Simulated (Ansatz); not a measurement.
System: AlN, space group P6_3mc (No. 186).

Starting cell:
```xyz
4
Lattice="3.1130 0.0000 0.0000 -1.5565 2.6959 0.0000 0.0000 0.0000 4.9810" Properties=species:S:1:pos:R:3 pbc="T T T"
Al    1.5565    0.8986    2.4905
Al    0.0000    1.7973    0.0000
N     1.5565    0.8986    4.3833
N     0.0000    1.7973    1.8928
```

Calculation (Ansatz 0.2.0): plane-wave DFT, no spin polarisation; energies at scaled volumes of the given cell, shape and fractions fixed, counted from the fit's minimum, third-order Birch-Murnaghan fit. Level: PBE with D4.

```
       setting        value
        k mesh      10×10×6
   occupations  Fermi–Dirac
smearing width      0.05 eV
    potentials   Ansatz PAW
   wave cutoff       420 eV
density cutoff      1680 eV
```

What does the calculation give for the energy against volume? The volume takes the values 9.82, 10.03, 10.24, 10.45, 10.66, 10.87, 11.08 Å³/atom.

A third-order Birch–Murnaghan fit gives V0 = 10.40 Å³/atom, B0 = 202 GPa and B′ = 3.9. The energy is 22.16 meV/atom at volume 9.82 Å³/atom and 25.05 meV/atom at 11.08 Å³/atom; the lowest computed point is at volume 10.45 Å³/atom (0.15 meV/atom), in a single well.

| volume (Å³/atom) | energy (meV/atom) |
| --- | --- |
| 9.82 | 22.16 |
| 10.03 | 8.71 |
| 10.24 | 1.57 |
| 10.45 | 0.15 |
| 10.66 | 3.90 |
| 10.87 | 12.35 |
| 11.08 | 25.05 |

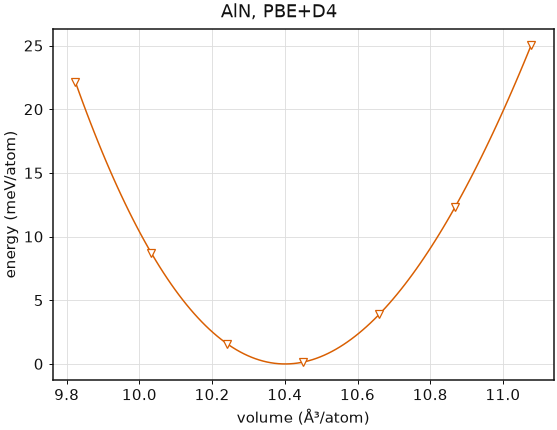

Note: shape and atomic fractions are frozen while scaling, which makes layered, chain and framework solids too stiff.
